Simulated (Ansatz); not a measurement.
## Electronic structure of GaN (interface cell) in real space

Input file:

```
crystal:
  lattice:
    - [3.2162589205, 0.0, 0.0]
    - [-1.6081294603, 2.7853619303, 0.0]
    - [0.0, 0.0, 15.756386472]
  atoms:
    - { symbol: Ga, position: [0.0, 0.0, 0.0] }
    - { symbol: "N", position: [0.0, 0.0, 0.125] }
    - { symbol: Ga, position: [0.3333333333, 0.6666666667, 0.1666666667] }
    - { symbol: "N", position: [0.3333333333, 0.6666666667, 0.2916666667] }
    - { symbol: Ga, position: [0.6666666667, 0.3333333333, 0.3333333333] }
    - { symbol: "N", position: [0.6666666667, 0.3333333333, 0.4583333333] }
    - { symbol: "N", position: [1.0, 0.0, 0.5] }
    - { symbol: Ga, position: [0.0, 0.0, 0.625] }
    - { symbol: "N", position: [0.3333333333, 0.6666666667, 0.6666666667] }
    - { symbol: Ga, position: [0.3333333333, 0.6666666667, 0.7916666667] }
    - { symbol: "N", position: [0.6666666667, 0.3333333333, 0.8333333333] }
    - { symbol: Ga, position: [0.6666666667, 0.3333333333, 0.9583333333] }
basis:
  ecutwfc: 420
kpoints:
  mp_grid: { grid: [12, 12, 2] }
hamiltonian:
  xc: pbe
scf:
  occupations: { method: gaussian, width: 0.05 }
output:
  forces: true
  stress: true
  eigenvalues: true
  populations: true
  write_density: true
  write_potential: true
  elf: true
  volumetric_format: npy
relax:
  adjacent_minimum: "off"
  f_tol: 0.02
  max_steps: 45
  cell: { fix: [a, b, alpha, beta, gamma], stress_tol: 0.1 }
```

Launched as:

```sh
ansatz run input.yaml --threads 2 --pin off --max-ram 5120MiB --backend cpu --events-out ev --progress --plain --runs-dir out
```

The fields are those of the run's last geometry, not of the input's.

Method: Ansatz 0.2.0, DFT PBE, scalar-relativistic, plane waves, PAW.

In a PAW calculation such maps are meaningful between the atoms, not at the nuclei.

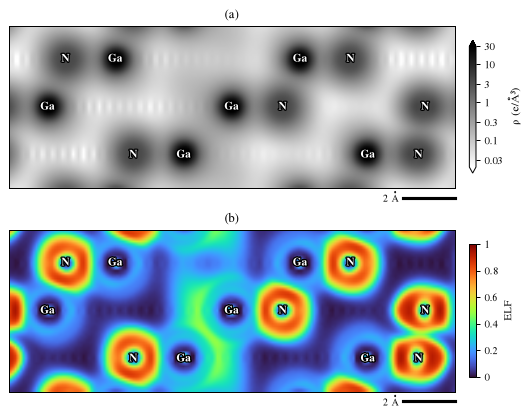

Figure 1. (a) valence electron density; (b) ELF on the (110) plane of the calculation cell.

> Read the bonding off the picture.

The section cuts through Ga and N sites.
Ga–N (1.94 Å): ρ at the midpoint is about 0.76 e/Å³; the ELF peaks at about 0.85 in the valence shell of N, 0.6 Å from its nucleus, and is about 0.50 at the midpoint.
Ga–N (1.98 Å): ρ is about 0.7 e/Å³ halfway; the ELF peaks at about 0.85 in the valence shell of N, 0.7 Å from its nucleus, and is about 0.45 at the midpoint.
Between the atoms the lowest density in this plane is 0.009 e/Å³.
The ELF also peaks beside N, away from the bonds: lone-pair regions.
The features right at Ga lie inside the PAW spheres, where the map follows smoothed inner orbitals and isn't to be read closely.

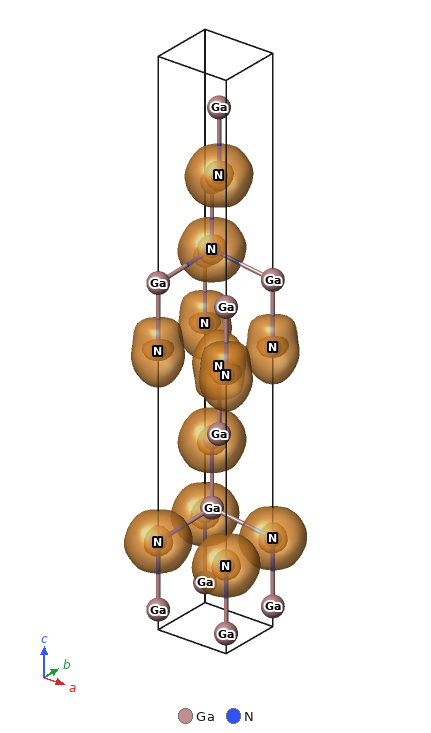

Figure 2. Isosurface of the electron localisation function at 0.65 (orange), seen slightly off an axis. Core shells and regions of very low density are left out. Sticks mark near contacts.

> What do the ELF domains correspond to?

The ELF exceeds this value in six regions wrapped around N (the valence shell of each), counted in one cell of 12 atoms. Regions shared between cells count once.

> Does the calculation make it a metal, or give it a gap?

It is metallic or semimetallic at this level of theory: no gap opens.
